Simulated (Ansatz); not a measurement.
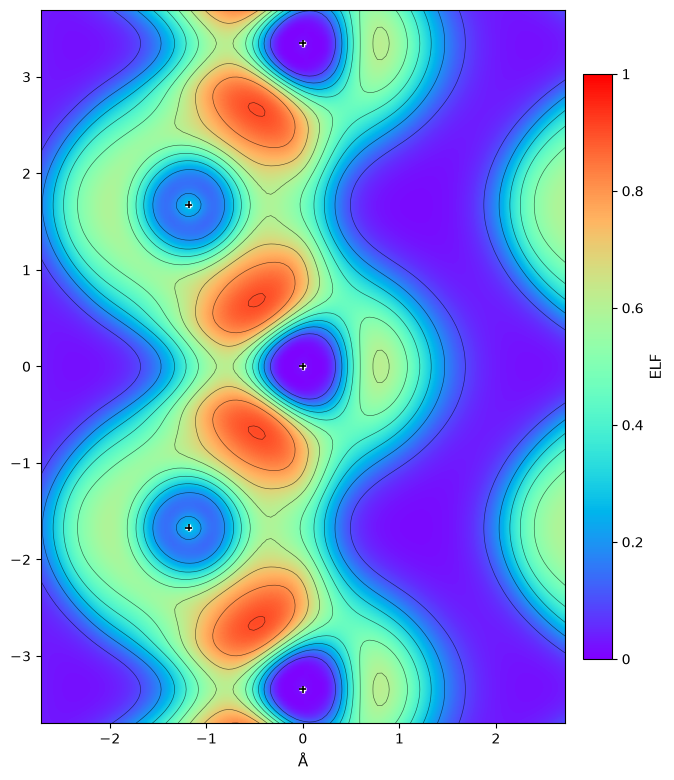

The ELF on a plane through atoms (crosses mark nuclei in the plane).

These are results of Ansatz 0.2.0, DFT LDA, scalar-relativistic, plane waves, PAW, not measurements.

Candidates:
A. AlAs, a = 5.40 Å, b = 5.40 Å, c = 5.40 Å, α = 90.00°, β = 90.00°, γ = 90.00°. Space group F-43m; computed pressure about 12 GPa in this cell.
B. BAs, a = 4.73 Å, b = 4.73 Å, c = 4.73 Å, α = 90.00°, β = 90.00°, γ = 90.00°. Space group F-43m.

Which system is this?

Candidate B: BAs on the (101) plane of the conventional cell, which holds B and As. B–As (2.05 Å): the ELF peaks at about 0.90 between the atoms; a covalent bond.
